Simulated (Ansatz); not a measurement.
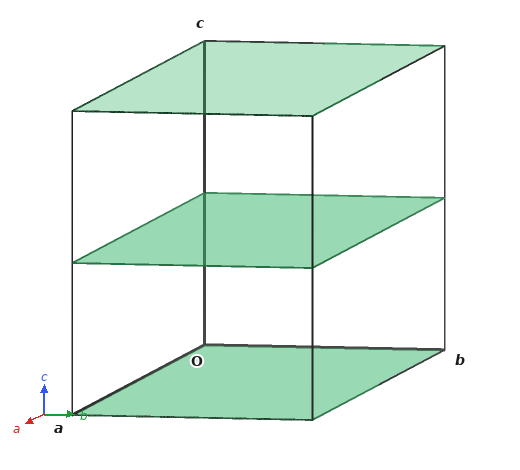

Crystal: N, the geometry relaxed with DFT r2SCAN, scalar-relativistic, plane waves, PAW (Ansatz). Every member of one family of equally spaced planes, hx + ky + lz = a whole number, that cuts the unit cell is shaded (one member passes through the origin O). All values are computed from the atomic coordinates in the standard setting (tolerance 0.002 Å).

a = 9.961 Å, b = 9.961 Å, c = 13.430 Å, α = 90.00°, β = 90.00°, γ = 120.00°.

Index the planes.

(0 0 2), in four indices (0 0 0 2); the opposite sign names the same planes. The member next to the origin meets the axes a never, b never, c at 1/2.

What is the spacing?

d = 6.715 Å.
